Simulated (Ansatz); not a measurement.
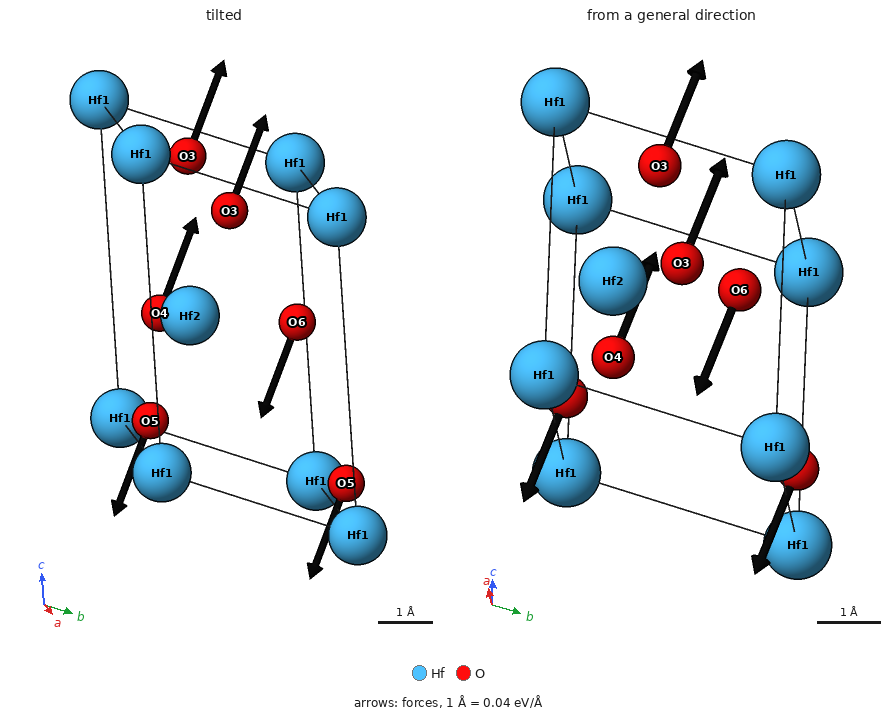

An orthographic spheres-only view of the structure, slightly off an axis and from a general direction. The cell (the run's own, in a reduced setting) is drawn as a box. The arrows are the computed forces on the atoms.

System: HfO2. Method used: DFT, PBE with spin-orbit coupling, plane waves, PAW (Ansatz 0.2.0). It ran with a cutoff energy of 420 eV, k-points about 0.22 Å⁻¹ apart, no moments seeded, so the run stays non-magnetic, spinor wavefunctions.

Would an optimiser stop at this geometry?

No. The atoms still feel forces of up to about 0.065 eV/Å, above a usual threshold of 0.01 to 0.03 eV/Å.

Which atom carries the strongest force?

All O atoms, about 0.065 eV/Å.

The structure was taken from a structure type filled with these elements by a generator (whether the compound takes this form wasn't checked). Earlier steps of the study may have refined or changed the cell and positions. Ansatz was used for an electronic-structure calculation on it.
